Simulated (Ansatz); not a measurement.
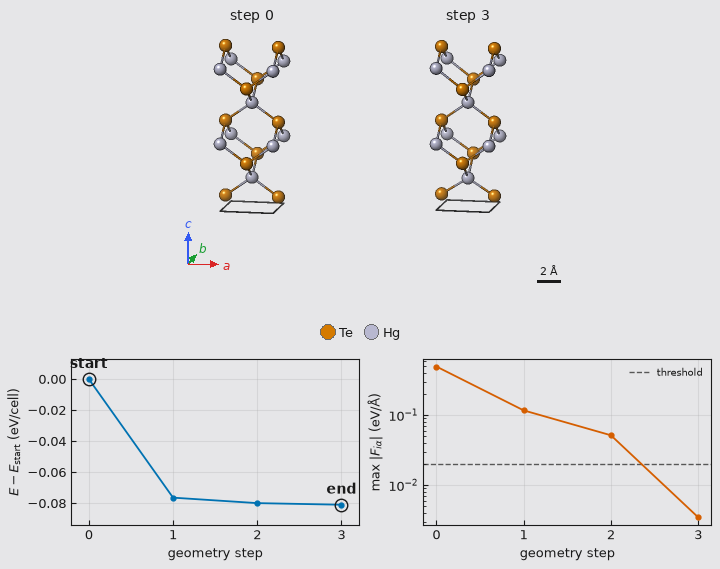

First and last geometry of a relaxation of a slab of composition Hg4Te5 (cut from the F-43m phase), with the history of the run. A ball-and-stick model of the cell of the calculation, outlined in the plane, without the vacuum, seen slightly off an axis.

Case: (1 0 0) slab, atoms relaxed. The slab is the (1 0 0) face of HgTe.

Computed with Ansatz 0.2.0, DFT PBE, scalar-relativistic, plane waves, PAW.

Input file:
```yaml
crystal:
  lattice:
    - [4.7019745438, 0.0, 0.0]
    - [0.0, 4.7019745438, 0.0]
    - [0.0, 0.0, 28.2991923396]
  atoms:
    - { symbol: Te, position: [0.0, 0.5, 0.2650252315] }
    - { symbol: Hg, position: [0.5, 0.5, 0.3237689236] }
    - { symbol: Te, position: [0.5, 0.0, 0.3825126157] }
    - { symbol: Hg, position: [0.0, 0.0, 0.4412563079] }
    - { symbol: Te, position: [0.0, 0.5, 0.5] }
    - { symbol: Hg, position: [0.5, 0.5, 0.5587436921] }
    - { symbol: Te, position: [0.5, 0.0, 0.6174873843] }
    - { symbol: Hg, position: [0.0, 0.0, 0.6762310764] }
    - { symbol: Te, position: [0.0, 0.5, 0.7349747685] }
basis:
  ecutwfc: 420
kpoints:
  mp_grid: { grid: [8, 8, 1] }
hamiltonian:
  xc: pbe
scf:
  occupations: { method: gaussian, width: 0.1 }
output:
  forces: true
  eigenvalues: true
  write_density: true
  write_potential: true
  elf: true
  volumetric_format: npy
relax:
  adjacent_minimum: "off"
  f_tol: 0.02
  max_steps: 60
efield:
  axis: 3
  dipole_correction: true
  ramp_width: 0.04
```

Launched with:
```bash
ansatz run input.yaml --threads 1 --pin off --max-ram 2560MiB --backend cpu --events-out ev --progress --plain --runs-dir out
```

**What do the curves and the structures tell?**

It converged. The largest moves relative to the layer's centre, 0.096 Å, are those of Te1 and Te9. Te9 goes along the normal (−c). By element the largest moves are Te 0.096 Å, Hg 0.071 Å. The lattice vectors keep their values. Among the contacts that change: Hg8–Te9 2.879 → 2.786 Å, Hg2–Te3 2.879 → 2.944 Å, Hg6–Te7 2.879 → 2.849 Å, Hg4–Te5 2.879 → 2.888 Å. Among the angles between lasting bonds that change: Te9–Hg8–Te9 109.5° → 115.1°, Hg8–Te9–Hg8 109.5° → 115.1°, Te7–Hg8–Te7 109.5° → 106.0°. The energy falls by 80.9 meV per cell of the calculation in 3 geometry steps. Largest force component: 0.5 eV/Å at the start, 0.0035 eV/Å at the end.
